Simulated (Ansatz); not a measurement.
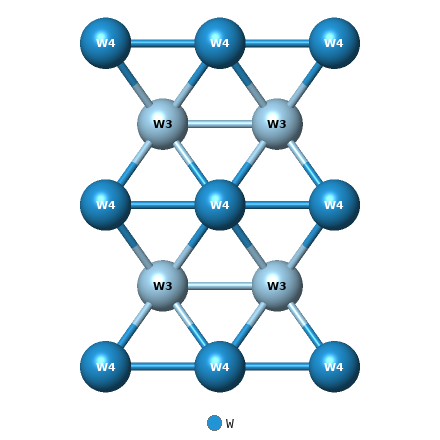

The system is C on a W(110) slab cut from the Fm-3m phase, its upper half relaxed before the scan (4 atoms of substrate and one adsorbate in a 1 × 1 cell); the picture shows it without the atoms that are moved over the map. 
- C is moved over the surface cell; relaxed at each place: the height of the adsorbate's atoms; substrate rigid; the origin of the map has the adsorbate above W4.
- Places are given modulo a cell vector. The map is drawn in real space over the plane of the surface.
- The grid has 6 × 10 points; 24 points were computed and 36 follow by symmetry.
- Energies are in eV, from the lowest grid point.
- With one adsorbate in each 1 × 1 cell, its nearest image is 2.9 Å away, so neighbouring adsorbates interact.
- All numbers below come from Ansatz 0.2.0, DFT PBE, scalar-relativistic, plane waves, PAW. Settings: cutoff 420 eV, k-mesh 9×7×1, gaussian smearing 0.1 eV, no spin polarisation.

Range: position of C5 along the first surface vector from 0.000 to 0.833; position of C5 along the second surface vector from 0.0 to 0.9.

### What landscape does the calculation give?

The lowest grid point is at the trough between two rows of top atoms, (0/6, 5/10) of the cell vectors. A higher local minimum lies near (3/6, 3/10) of the cell vectors [nearest 3 W at 2.00 Å] (0.83 eV above the lowest at that grid point). The highest grid point, the top site over a surface W atom, (0/6, 0/10) of the cell vectors, lies 3.72 eV above the lowest. On the interpolated surface the easiest way out of the lowest well to the well at (3/6, 3/10) of the cell vectors [nearest 3 W at 2.00 Å] passes a barrier of about 1.3 eV. At the lowest point the adsorbate has 4 W at 2.07 Å as nearest neighbours, at the highest 1 W at 1.90 Å. Its relaxed height above the top atom is 0.40 Å at the lowest and 1.90 Å at the highest point.

```tsv
second ↓, first →	0/6	1/6	2/6	3/6	4/6	5/6
9/10	3.71	3.44	2.74	1.85	2.74	3.44
8/10	3.64	3.35	2.55	1.28	2.55	3.35
7/10	3.28	2.96	1.79	0.83	1.79	2.96
6/10	1.36	1.35	1.33	1.46	1.33	1.35
5/10	0.00	0.74	1.62	2.02	1.62	0.74
4/10	1.36	1.35	1.33	1.46	1.33	1.35
3/10	3.28	2.96	1.79	0.83	1.79	2.96
2/10	3.64	3.35	2.55	1.28	2.55	3.35
1/10	3.71	3.44	2.74	1.85	2.74	3.44
0/10	3.72	3.46	2.80	2.01	2.80	3.46
```

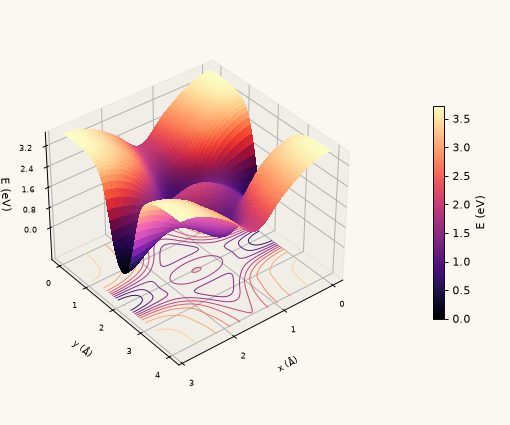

In the figure: a relief with its contours projected below, any walls above the top of the colour scale cut off. Between grid points the surface is interpolated.

Time for the 24 points that were run: 18 min on 2 threads of Arm Neoverse V1 (shared host).

PAW datasets: the set soft_1.
